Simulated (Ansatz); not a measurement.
**Ti: one change and its effect**

System: Ti (Im-3m, 1 atom in the cell).
Method of run 1: Kohn-Sham DFT of a periodic cell, LDA, Ansatz PAW, no spin polarisation (Ansatz 0.2.0).

The structure derives from an entry of the Crystallography Open Database. Text and figures count atoms from 1; the logs count them from 0 in places.

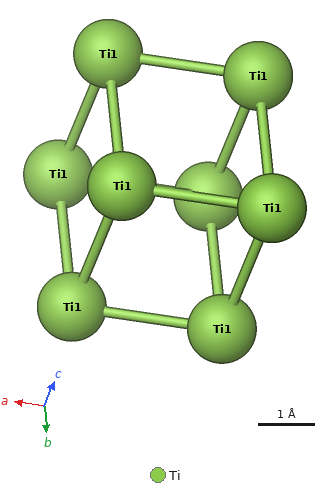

Figure 1. The starting structure (ball-and-stick view of the cell of the calculation, seen at an oblique angle; atoms are numbered from 1 in the order of the input). An atom can appear more than once, as a periodic image.

## Input file, run 1
```yaml
crystal:
  lattice:
    - [-1.641, 1.641, 1.641]
    - [1.641, -1.641, 1.641]
    - [1.641, 1.641, -1.641]
  atoms:
    - { symbol: Ti, position: [0.0, 0.0, 0.0] }
hamiltonian:
  xc: lda
  pseudopotentials: { kind: paw }
kpoints:
  mp_grid: { grid: [11, 11, 11] }
scf:
  occupations: { method: fermi_dirac, width: 0.05 }
output:
  forces: true
  stress: true
  eigenvalues: true
relax:
  f_tol: 0.01
  max_steps: 40
  cell: { stress_tol: 0.05 }
```

Launched with:
```bash
ansatz run input.yaml --threads 2 --pin off --max-ram 5632MiB --backend cpu --events-out ev --progress --plain --runs-dir out
```

Hardware: 2 threads of Intel Xeon @ 2.50GHz (Skylake/Cascade Lake), 96 GiB of memory available, shared host.

## Output, shortened to warnings, some set-up lines, iterations and results (run 1)
```
Basis set: ecut = 420 eV, 369 PW (Γ)
Symmetry: 48 space group operations
k-points: 56 of 1331
Initial density: superposition of atomic densities (neutral atoms: chi_scale 0, normalization atom), corrected by the library's trained network
[...]
SCF iter   1: F=—  HF=-2450.154354 eV  |F-HF|=—  |Δ(HF+E_count)|=         —  Δρ=5.72e-3  dr2=3.78e-3  ethr=1.77e-3  ⟨swp⟩=4.5  Hψ=3007  notcnv=0
SCF iter   2: F=—  HF=-2450.153723 eV  |F-HF|=—  |Δ(HF+E_count)|=   6.30e-4  Δρ=2.93e-3  dr2=7.00e-4  ethr=3.15e-5  ⟨swp⟩=1.0  Hψ=1008  notcnv=0
SCF iter   3: F=—  HF=-2450.153736 eV  |F-HF|=—  |Δ(HF+E_count)|=   1.25e-5  Δρ=1.08e-3  dr2=2.19e-4  ethr=5.83e-6  ⟨swp⟩=2.3  Hψ=1050  notcnv=0
SCF iter   4: F=—  HF=-2450.153666 eV  |F-HF|=—  |Δ(HF+E_count)|=   6.96e-5  Δρ=1.09e-4  dr2=5.95e-7  ethr=1.83e-6  ⟨swp⟩=2.7  Hψ=900  notcnv=0
SCF iter   5: F=—  HF=-2450.153666 eV  |F-HF|=—  |Δ(HF+E_count)|=   2.29e-7  Δρ=1.22e-5  dr2=2.97e-8  ethr=4.96e-9  ⟨swp⟩=2.1  Hψ=876  notcnv=0
[... 35 lines ...]
SCF iter   2: F=—  HF=-2450.221356 eV  |F-HF|=—  |Δ(HF+E_count)|=   1.93e-9  Δρ=1.55e-6  dr2=1.25e-10  ethr=2.34e-11  ⟨swp⟩=2.0  Hψ=812  notcnv=0
SCF iter   3: F=—  HF=-2450.221356 eV  |F-HF|=—  |Δ(HF+E_count)|=   1.07e-9  Δρ=1.36e-6  dr2=2.14e-10  ethr=1.00e-12  ⟨swp⟩=5.2  Hψ=2013  notcnv=0
SCF iter   4: F=-2450.221356 eV  HF=-2450.221356 eV  |F-HF|=9.09e-13  |Δ(HF+E_count)|=  7.32e-11  Δρ=1.13e-7  dr2=1.03e-12  ethr=1.00e-12  ⟨swp⟩=3.2  Hψ=2300  notcnv=0
SCF 7 converged in 4 iterations: F = -2450.221356 eV  dr2 = 1.03e-12
relax step   7: F+E_penalty+E_count = -2450.22135640 eV  Δ(F+E_penalty+E_count) = -1.054e-9 eV  max|allowed force component| = 0.000e0 eV/Å  Δτ_max = 0.0000 Å  P = +0.000 GPa …
basis re-selected at this cell: Δ(F+E_penalty+E_count) = -1.054e-9 eV, ΔP = -0.000 GPa vs the last step (what re-selecting the basis moved, of the pressure what is left beyond the Pulay correction that the steps carried, after the strain that the cell walked since its last selection, with what the …
SCF converged after 4 iterations
Free energy (F): -2450.221356 eV
Harris-Foulkes:  -2450.221356 eV  (|F-HF|=9.09e-13)
Internal energy: -2450.204874 eV  (E = F + TS)
E sigma→0 (E₀):  -2450.213115 eV
Entropy (-TS):   -0.016483 eV (-16.483 meV/atom)
Fermi energy:    14.262985 eV
--- Per-component energies (eV) ---
  E_band       = -138.590565
  E_kinetic    = 274.939035
  E_local      = -767.131496  (includes V_loc(G=0)·N_el)
  E_nonlocal   = 12.723385
  E_hartree    = 317.998634
  E_xc         = -97.265406
  E_vxc        = -122.435736  (∫ρ·V_xc dr)
  E_paw        = -999.610243  (= ΣΔE_a)
  E_vpaw       = -172.683104  (= ΣTr[D̂ρ^β])
  E_aug_tail   = 0.000099  (compensation charges beyond the density's cutoff)
  E_ewald      = -1192.184833
  E_core_change = 0.325950  (= ΣΔE_core)
  E_smearing   = -0.016483  (= −TS)
  E_closure    = -0.000000  (closes the sum)
  Σ components = -2450.221356   (vs F -2450.221356, Δ=0.00e0)
--- Forces (eV/Å), atoms counted from 1 ---
  atom   1  Ti    -0.00000000     0.00000000     0.00000000
  max |Σ_I F_I| component: 1.40e-31 eV/Å
--- Stress (GPa, compression-positive) ---
        0.000264       0.000000      -0.000000
       -0.000000       0.000264       0.000000
        0.000000       0.000000       0.000264
  P = ⅓ Tr σ = 0.0003 GPa (0.003 kbar)
--- Relaxed structure (5 steps of the walk, 5 accepted, 2 SCFs on fresh bases) ---
  F+E_penalty+E_count = -2450.22135640 eV   max|allowed force component| = 0.000e0 eV/Å   (the final SCF, on the basis selected at the relaxed cell)
  cell:  # Å, volume = 15.8497 Å³
    - [-1.5824158475136467, 1.5824158475136467, 1.5824158475136467]
    - [1.5824158475136467, -1.5824158475136467, 1.5824158475136467]
    - [1.5824158475136467, 1.5824158475136467, -1.5824158475136467]
  atoms:
    - { symbol: Ti, position: [0.0, 0.0, 0.0] }
```

The input of run 2 differs as follows (lines with − go, lines with + come):
```diff
-  xc: lda
+  xc: revpbe
```

How does run 2 compare with run 1?

The total energies belong to different methods, so their difference says nothing on which is more stable or more accurate. The volume per atom goes from 15.85 to 17.64 Å³. The functional changes from LDA to revPBE. The SCF takes 16 iterations over all geometry steps against 31. On the same kind of shared host run 2 took about 0.65 times as long.

## Output, shortened to warnings, some set-up lines, iterations and results (run 2)
```
Basis set: ecut = 420 eV, 369 PW (Γ), exchange–correlation on 40×40×40 points (8 copies of the dense FFT grid, shifted against one another)
Symmetry: 48 space group operations
k-points: 56 of 1331
Initial density: superposition of atomic densities (neutral atoms: chi_scale 0, normalization atom), corrected by the library's trained network
[...]
SCF iter   1: F=—  HF=-2502.682000 eV  |F-HF|=—  |Δ(HF+E_count)|=         —  Δρ=2.61e-3  dr2=9.40e-4  ethr=1.77e-3  ⟨swp⟩=4.3  Hψ=2960  notcnv=0
SCF iter   2: F=—  HF=-2502.681835 eV  |F-HF|=—  |Δ(HF+E_count)|=   1.65e-4  Δρ=1.23e-3  dr2=1.50e-4  ethr=7.83e-6  ⟨swp⟩=3.0  Hψ=1475  notcnv=0
SCF iter   3: F=—  HF=-2502.681829 eV  |F-HF|=—  |Δ(HF+E_count)|=   6.18e-6  Δρ=5.64e-4  dr2=8.38e-6  ethr=1.25e-6  ⟨swp⟩=2.7  Hψ=915  notcnv=0
SCF iter   4: F=—  HF=-2502.681877 eV  |F-HF|=—  |Δ(HF+E_count)|=   4.78e-5  Δρ=6.25e-5  dr2=2.92e-7  ethr=6.98e-8  ⟨swp⟩=2.0  Hψ=842  notcnv=0
SCF iter   5: F=-2502.681877 eV  HF=-2502.681877 eV  |F-HF|=7.89e-9  |Δ(HF+E_count)|=   2.73e-7  Δρ=7.51e-6  dr2=1.09e-8  ethr=2.44e-9  ⟨swp⟩=3.0  Hψ=941  notcnv=0
[... 14 lines ...]
SCF iter   3: F=—  HF=-2502.681898 eV  |F-HF|=—  |Δ(HF+E_count)|=  6.96e-10  Δρ=1.66e-6  dr2=1.78e-10  ethr=3.16e-11  ⟨swp⟩=2.2  Hψ=840  notcnv=0
SCF iter   4: F=—  HF=-2502.681898 eV  |F-HF|=—  |Δ(HF+E_count)|=  5.36e-10  Δρ=2.49e-7  dr2=3.51e-12  ethr=1.00e-12  ⟨swp⟩=3.1  Hψ=2251  notcnv=0
SCF iter   5: F=-2502.681898 eV  HF=-2502.681898 eV  |F-HF|=4.55e-13  |Δ(HF+E_count)|=  1.18e-11  Δρ=2.45e-8  dr2=3.27e-14  ethr=1.00e-12  ⟨swp⟩=4.1  Hψ=1594  notcnv=0
SCF 4 converged in 5 iterations: F = -2502.681898 eV  dr2 = 3.27e-14
relax step   4: F+E_penalty+E_count = -2502.68189836 eV  Δ(F+E_penalty+E_count) = +6.609e-6 eV  max|allowed force component| = 0.000e0 eV/Å  Δτ_max = 0.0000 Å  P = +0.000 GPa …
basis re-selected at this cell: Δ(F+E_penalty+E_count) = +6.609e-6 eV, ΔP = +0.001 GPa vs the last step (what re-selecting the basis moved, of the pressure what is left beyond the Pulay correction that the steps carried, after the strain that the cell walked since its last selection, with what the …
SCF converged after 5 iterations
Free energy (F): -2502.681898 eV
Harris-Foulkes:  -2502.681898 eV  (|F-HF|=4.55e-13)
Internal energy: -2502.659095 eV  (E = F + TS)
E sigma→0 (E₀):  -2502.670497 eV
Entropy (-TS):   -0.022803 eV (-22.803 meV/atom)
Fermi energy:    12.966000 eV
--- Per-component energies (eV) ---
  E_band       = -159.321850
  E_kinetic    = 272.308746
  E_local      = -821.157108  (includes V_loc(G=0)·N_el)
  E_nonlocal   = 7.622648
  E_hartree    = 337.191160
  E_xc         = -97.449296
  E_vxc        = -121.705628  (∫ρ·V_xc dr)
  E_paw        = -1050.727283  (= ΣΔE_a)
  E_vpaw       = -170.772955  (= ΣTr[D̂ρ^β])
  E_aug_tail   = 0.000126  (compensation charges beyond the density's cutoff)
  E_ewald      = -1150.410293
  E_core_change = -0.037795  (= ΣΔE_core)
  E_smearing   = -0.022803  (= −TS)
  E_closure    = 0.000000  (closes the sum)
  Σ components = -2502.681898   (vs F -2502.681898, Δ=0.00e0)
--- Forces (eV/Å), atoms counted from 1 ---
  atom   1  Ti    -0.00000000     0.00000000     0.00000000
  max |Σ_I F_I| component: 9.66e-32 eV/Å
--- Stress (GPa, compression-positive) ---
        0.000316      -0.000000       0.000000
        0.000000       0.000316      -0.000000
        0.000000      -0.000000       0.000316
  P = ⅓ Tr σ = 0.0003 GPa (0.003 kbar)
--- Relaxed structure (3 steps of the walk, 3 accepted, 1 SCFs on fresh bases) ---
  F+E_penalty+E_count = -2502.68189836 eV   max|allowed force component| = 0.000e0 eV/Å   (the final SCF, on the basis selected at the relaxed cell)
  cell:  # Å, volume = 17.6398 Å³
    - [-1.6398776897381206, 1.6398776897381206, 1.6398776897381206]
    - [1.6398776897381206, -1.6398776897381206, 1.6398776897381206]
    - [1.6398776897381206, 1.6398776897381206, -1.6398776897381206]
  atoms:
    - { symbol: Ti, position: [0.0, 0.0, 0.0] }
```

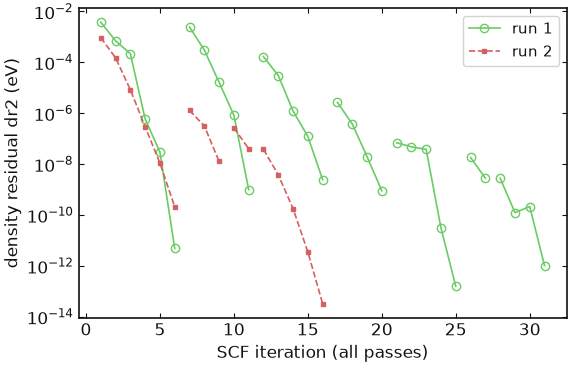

Figure 2. Convergence of the two runs: density residual dr2 against the SCF iteration. A break in a curve parts two SCF passes. Run 1 takes 31 iterations in all, and run 2 takes 16.

## The two runs side by side

```tsv
quantity	run 1	run 2
outcome	converged	converged
free energy per atom (eV)	−2450.2214	−2502.6819
energy per atom, smearing taken to zero (eV)	−2450.2131	−2502.6705
gap on the mesh (eV)	0.00	0.00
pressure (GPa)	0.00	0.00
volume per atom (Å³)	15.85	17.64
largest force (eV/Å)	0.000	0.000
SCF iterations	31	16
irreducible k-points	56	56
wall time (shared host)	3.6 s	2.3 s
```

For run 2: Points of doubt noted for this run: forces on files of another functional.
